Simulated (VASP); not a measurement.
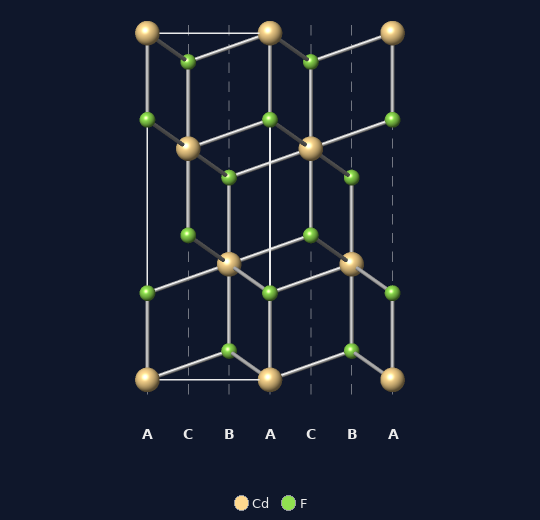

Projection along an edge of the hexagonal mesh, stacking direction [111] upwards. The dashed lines mark the three columns A (0, 0), B (1/3, 2/3) and C (2/3, 1/3). The box is the hexagonal cell of the face-centred cubic lattice. The sequence starts with the first layer at or above the cell's origin.

CdF2: an entry of the Crystallography Open Database, as set up for an electronic-structure calculation.

### Give the sequence of layers in one repeat, with element and column.

Cd(A) – F(B) – F(A) – Cd(B) – F(C) – F(B) – Cd(C) – F(A) – F(C) (nine layers in 9.33 Å).
